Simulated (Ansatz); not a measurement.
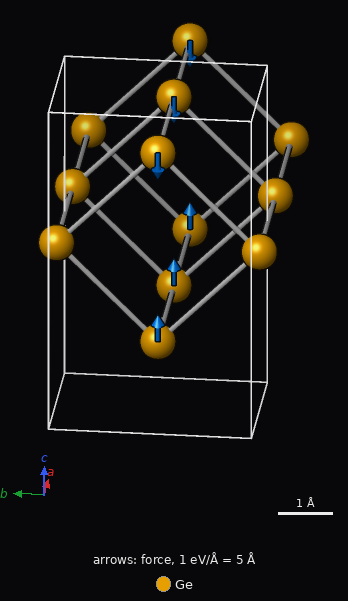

Starting geometry of a crystal of Ge (a generated structure, set up in Pmmm) with the computed forces as blue arrows. A ball-and-stick model of the cell of the calculation, repeated 3 × 1 × 1 with one cell outlined, seen from a free direction.

Theory: DFT PBE, scalar-relativistic, plane waves, PAW (Ansatz).

The input:
```yaml
crystal:
  lattice:
    - [2.6386025231, 0.0, 0.0]
    - [0.0, 3.8122048612, 0.0]
    - [0.0, 0.0, 6.4550116111]
  atoms:
    - { symbol: Ge, position: [0.5, 0.5, 0.7969999458] }
    - { symbol: Ge, position: [0.5, 0.5, 0.2030000542] }
    - { symbol: Ge, position: [0.5, 0.0, 0.5] }
basis:
  ecutwfc: 420
kpoints:
  mp_grid: { grid: [18, 12, 8] }
hamiltonian:
  xc: pbe
scf:
  occupations: { method: gaussian, width: 0.1 }
output:
  forces: true
  stress: true
  eigenvalues: true
relax:
  adjacent_minimum: "off"
  f_tol: 0.01
  max_steps: 80
  cell: { stress_tol: 0.05 }
```

Launched with:
```bash
ansatz run input.yaml --threads 1 --pin off --max-ram 2560MiB --backend cpu --events-out ev --progress --plain --runs-dir out
```

Q: Is this structure relaxed? If not, where do the atoms go?

A: It isn't relaxed: the largest force vector, on Ge atoms, is 0.11 eV/Å. The atoms end up moving mostly along the starting forces (cosine between the two patterns 1.00). The largest moves relative to the cell, 0.097 Å, are those of Ge1 and Ge2. Ge1 goes along −c. The volume changes by +2.7 %, with a 2.639 → 2.734 Å (+3.6 %), b 3.812 → 4.121 Å (+8.1 %), c 6.455 → 5.919 Å (−8.3 %). Among the contacts that change: Ge1–Ge1 2.639 → 2.734 Å, Ge1–Ge3 2.703 → 2.647 Å, Ge1–Ge2 2.621 → 2.598 Å. Among the angles between lasting bonds that change: Ge3–Ge1–Ge3 89.7° → 102.3°, Ge1–Ge3–Ge2 90.3° → 77.7°, Ge2–Ge1–Ge3 135.2° → 128.9°. The space group stays Pmmm (No. 47). Over 9 accepted moves (12 points after the start) the energy falls by 59.3 meV per cell of the calculation. Largest force component: 0.11 eV/Å at the start, 0.0015 eV/Å at the end. The pressure goes from 0.09 to −0.03 GPa. The line search rejected the trial step at point 6 of the run. At 2 points the geometry stayed and the basis and grid were re-selected for the new cell (energy shift of 1.3 meV per cell of the calculation at most each time). The run took 5.3 min on 1 thread of Arm Neoverse V2 (shared host), peak memory 0.68 GiB.
